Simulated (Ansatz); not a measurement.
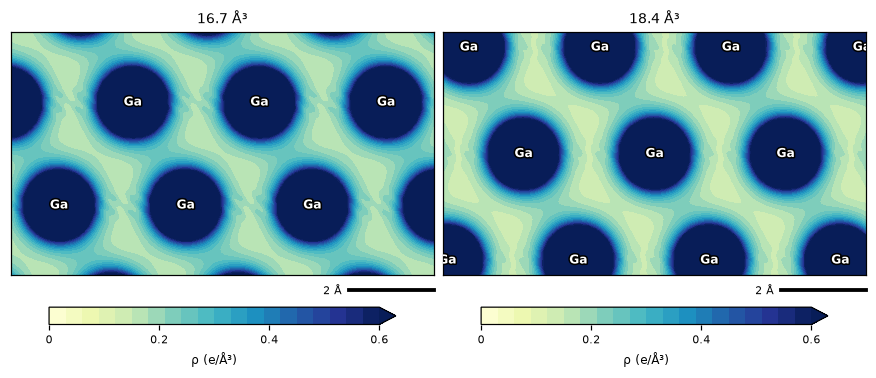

Ga. The valence electron density of cells scaled evenly to different volumes (given per atom above each panel), on the (011̄) plane of each (indices in the axes of the cell below), at one length scale and on one colour scale.

A structure from a database of computed crystals, not necessarily the ambient phase.

All numbers below come from Kohn-Sham DFT of a periodic cell, PBE0, Ansatz PAW in Ansatz.

The largest cell:

```
Ga
1.0
    -1.40262    1.40262    2.34164
     1.40262   -1.40262    2.34164
     1.40262    1.40262   -2.34164
Ga
1
Direct
  0.00000 0.00000 0.00000
```

| volume (Å³/atom) | Ga–Ga contact in the plane (Å) | ρ at its midpoint (e/Å³) | pressure (GPa) | 
| --- | --- | --- | --- |
| 16.66 | 2.712 | 0.251 | 8.0 | 
| 17.01 | 2.731 | ? | ? | 
| 18.43 | 2.805 | 0.217 | 0.1 | 

Q: Estimate the missing row, and compare with the calculation.

A: Over the known rows ln ρ falls by 1.57 per Å of Ga–Ga distance (the line through the two), which gives 0.244 e/Å³ at 2.731 Å; the calculation gives 0.244 e/Å³. For the pressure, a straight line in volume between the neighbouring rows gives 6.4 GPa; the calculation gives 6.1, lower because pressure rises ever faster on compression.
